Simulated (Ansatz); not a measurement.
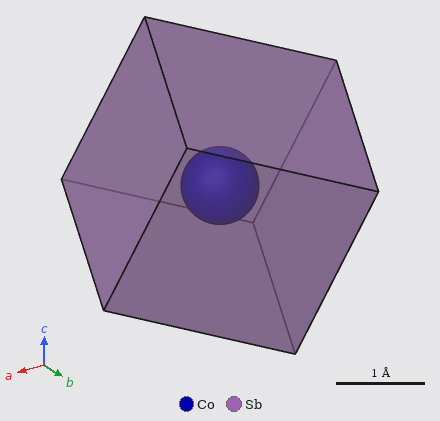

Voronoi cell (the region closer to this atom than to any other), computed from the atomic positions without radii. Central atom: Co (8c) in CoSb₃; faces take the colour of the neighbour behind them. Origin: a calculation's input that goes back to an entry of the Crystallography Open Database (an earlier step may have relaxed or displaced it).

CoSb3, space group Im-3 (No. 204), a = 9.035 Å, b = 9.035 Å, c = 9.035 Å, α = 90.00°, β = 90.00°, γ = 90.00°

```csv
site,Wyckoff,x,y,z
Co,8c,0.2500,0.2500,0.2500
Sb,24g,0.0000,0.3351,0.1602
```

What is the volume of this Voronoi cell?

Answer. 16.2 Å³, against a mean of 23.0 Å³ per atom in this structure.

How many faces does the cell have, and of which kinds?

Answer. 6 faces, index ⟨0,6,0,0⟩: topologically a cube (six four-edged faces).

Tabulate the neighbours by distance and solid angle.

Answer.
```
neighbour  faces  distance (Å)  solid angle (% of sphere)
       Sb      6          2.52                      100.0
```
